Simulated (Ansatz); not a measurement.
```cif
data_structure
_symmetry_space_group_name_H-M 'P 1'
_symmetry_Int_Tables_number 1
_cell_length_a 9.9277
_cell_length_b 9.9277
_cell_length_c 9.9277
_cell_angle_alpha 109.471
_cell_angle_beta 109.471
_cell_angle_gamma 109.471
_cell_volume 753.22
loop_
_atom_site_label
_atom_site_type_symbol
_atom_site_fract_x
_atom_site_fract_y
_atom_site_fract_z
_atom_site_occupancy
Zn1 Zn 0.25184 0.25870 0.52410 1
Zn2 Zn 0.25184 0.52504 0.25776 1
Zn3 Zn 0.25114 0.75639 0.00302 1
Zn4 Zn 0.00422 0.25876 0.75944 1
Zn5 Zn 0.25114 0.00396 0.75544 1
Zn6 Zn 0.00901 0.51215 0.51121 1
Zn7 Zn 0.00422 0.76038 0.25782 1
Zn8 Zn 0.75552 0.25875 0.00435 1
Zn9 Zn 0.98556 0.99237 0.99143 1
Zn10 Zn 0.75347 0.50627 0.76013 1
Zn11 Zn 0.75347 0.76107 0.50532 1
Zn12 Zn 0.57396 0.25867 0.25773 1
Zn13 Zn 0.75552 0.00529 0.25781 1
Zn14 Zn 0.50594 0.51354 0.01028 1
Zn15 Zn 0.50256 0.75707 0.75613 1
Zn16 Zn 0.50594 0.01123 0.51260 1
Se1 Se 0.00004 0.25872 0.50909 1
Se2 Se 0.00004 0.51004 0.25778 1
Se3 Se 0.00376 0.75744 0.00725 1
Se4 Se 0.75542 0.25874 0.75757 1
Se5 Se 0.00376 0.00819 0.75650 1
Se6 Se 0.75970 0.51458 0.51364 1
Se7 Se 0.75542 0.75851 0.25780 1
Se8 Se 0.50386 0.25876 0.00189 1
Se9 Se 0.74873 0.00745 0.00651 1
Se10 Se 0.50502 0.50943 0.75903 1
Se11 Se 0.50502 0.75998 0.50849 1
Se12 Se 0.21322 0.25858 0.25765 1
Se13 Se 0.50386 0.00283 0.25782 1
Se14 Se 0.25434 0.50931 0.00709 1
Se15 Se 0.25564 0.75895 0.75801 1
Se16 Se 0.25434 0.00803 0.50837 1
H1 H 0.36320 0.25837 0.25744 1
```

These are results of Ansatz 0.2.0, DFT PBE, scalar-relativistic, plane waves, PAW, not measurements.

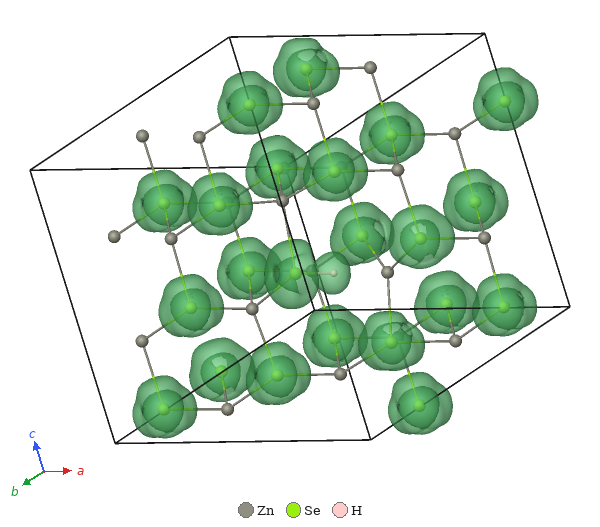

Zn$_{16}$HSe$_{16}$ (cell charge +1, with a compensating background) (cell with a defect). Isosurface of the electron localisation function at 0.75 (green), seen at an oblique angle. Core shells and regions of very low density are left out. Sticks mark near contacts.

### Describe the localisation domains.

At this value the surface marks out one region around a hydrogen nucleus and 16 regions wrapped around Se (the valence shell of each), counted in one cell of 33 atoms. Any copies at cell faces, edges or corners count once. Profiles from the grid: Se–H (1.49 Å): the ELF climbs to about 1 towards the hydrogen, as it does in any bond to H; a covalent bond by its length. Zn–Se (2.40 Å): the ELF is about 0.60 at the midpoint.

### Does the calculation give a band gap?

It is gapped, with a Kohn–Sham gap of 2.7 eV on the k-point mesh (the band edges may lie off the mesh, which would make the gap smaller).
